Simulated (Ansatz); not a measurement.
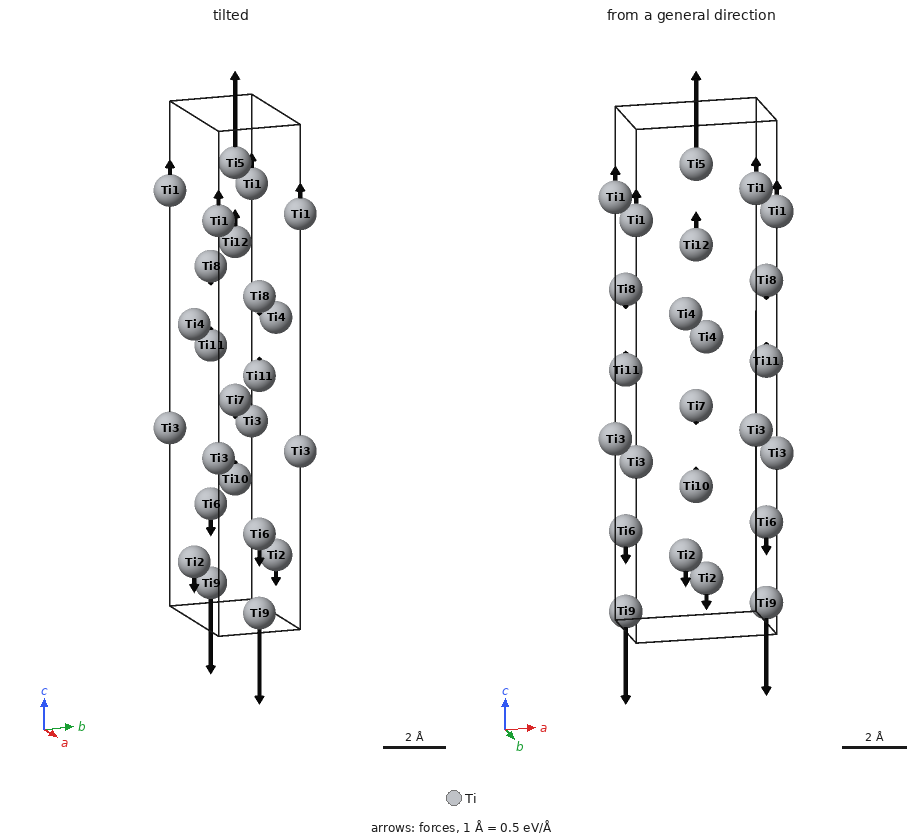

Drawn in the spheres-only manner and seen slightly off an axis and from a general direction. The edges of the simulation cell are marked. The arrows are the computed forces on the atoms.

System: Ti. Theory: Ansatz 0.2.0, DFT r2SCAN, scalar-relativistic, plane waves, PAW. Numerical settings: wavefunction cutoff 500 eV, k-point mesh 10×16×3, Gaussian smearing of 0.15 eV, no spin polarisation.

**Is the structure at a minimum of the energy?**

No. The atoms still feel forces of up to about 1.3 eV/Å, far above a usual threshold of 0.01 to 0.03 eV/Å.

**On which atom is the force largest?**

Ti5 and Ti9, about 1.3 eV/Å.

The model was built from a structure listed in the Materials Project. The cell was then strained or its atoms displaced on purpose. A calculation with Ansatz used it as input.
